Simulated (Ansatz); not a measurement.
**MnH2O2: density, localisation and related maps**

```cif
data_structure
_symmetry_space_group_name_H-M 'P 1'
_symmetry_Int_Tables_number 1
_cell_length_a 3.2500
_cell_length_b 3.2500
_cell_length_c 4.4800
_cell_angle_alpha 90.000
_cell_angle_beta 90.000
_cell_angle_gamma 120.000
_cell_volume 40.98
loop_
_atom_site_label
_atom_site_type_symbol
_atom_site_fract_x
_atom_site_fract_y
_atom_site_fract_z
_atom_site_occupancy
Mn1 Mn 0.00000 0.00000 0.00000 1
O1 O 0.66667 0.33333 0.77400 1
O2 O 0.33333 0.66667 0.22600 1
H1 H 0.66667 0.33333 0.55400 1
H2 H 0.33333 0.66667 0.44600 1
```

Space group P-3m1; not relaxed (largest force 0.9 eV/Å); computed pressure about 6 GPa in this cell; spin-polarised.

Level of theory: Ansatz 0.2.0, Kohn-Sham DFT of a periodic cell, PBEsol, Ansatz PAW.

In a PAW calculation such maps are meaningful between the atoms, not at the nuclei.

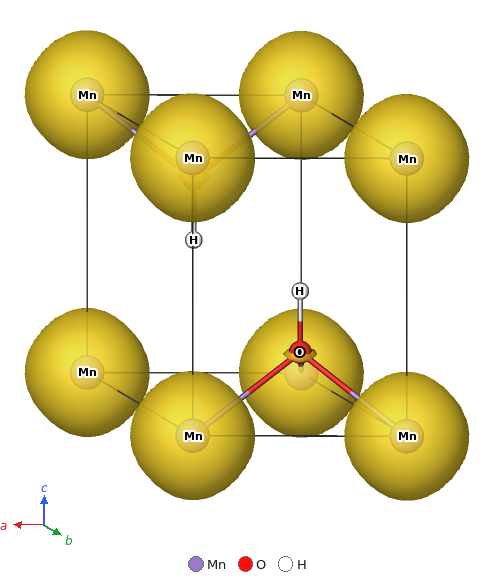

Figure 1. Isosurface of the magnetisation density (up minus down) at +0.2 e/Å³ (yellow), seen at an oblique angle. Sticks mark near contacts.

**Describe the spin distribution.**

The spin density sits on Mn: +4.1 μB in one cell of 5 atoms, with smaller moments on other sites: O (up to +0.05 μB): parallel main moments, as they must be, since the calculation's own cell holds one magnetic site. The cell of the calculation (5 atoms) carries 5.0 μB of net spin moment.

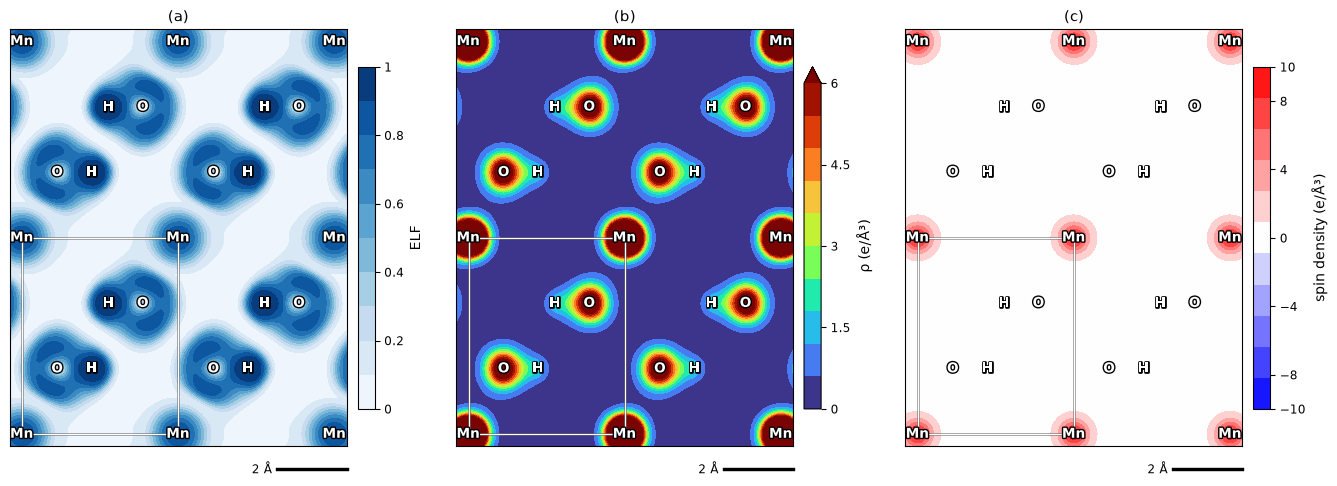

Figure 2. (a) ELF; (b) valence electron density; (c) magnetisation density (up minus down) on the (110) plane of the conventional cell.

**What do the fields say about this system?**

The section cuts through Mn, O and H sites.
O–H (0.99 Å): ρ is about 3.6 e/Å³ halfway; the ELF climbs to about 1 towards the hydrogen, as it does in any bond to H (a covalent bond by its length).
Mn–O (2.13 Å): ρ is about 0.44 e/Å³ halfway; the ELF peaks at about 0.85 in the valence shell of O, 0.6 Å from its nucleus, and is about 0.15 at the midpoint (no localised pair shows between them).
Between the atoms the lowest density in this plane is 0.02 e/Å³.
The features right at Mn lie inside the PAW spheres, where the map follows smoothed inner orbitals and isn't to be read closely.

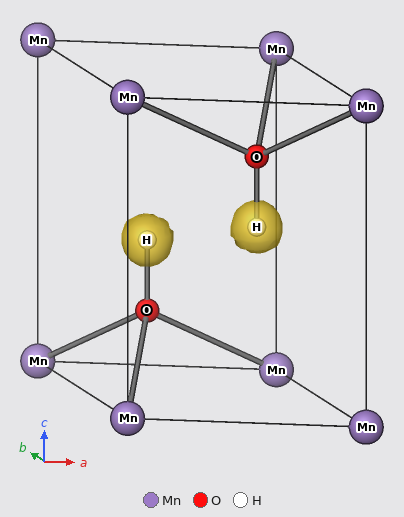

Figure 3. Isosurface of the electron localisation function at 0.9 (yellow), seen slightly off an axis. Only the valence region is drawn (cores and ρ < 0.01 e/Å³ removed). Sticks mark near contacts.

**What do the ELF domains correspond to?**

At this value the surface marks out two regions around hydrogen nuclei, counted in one cell of 5 atoms. Any copies at cell faces, edges or corners count once.
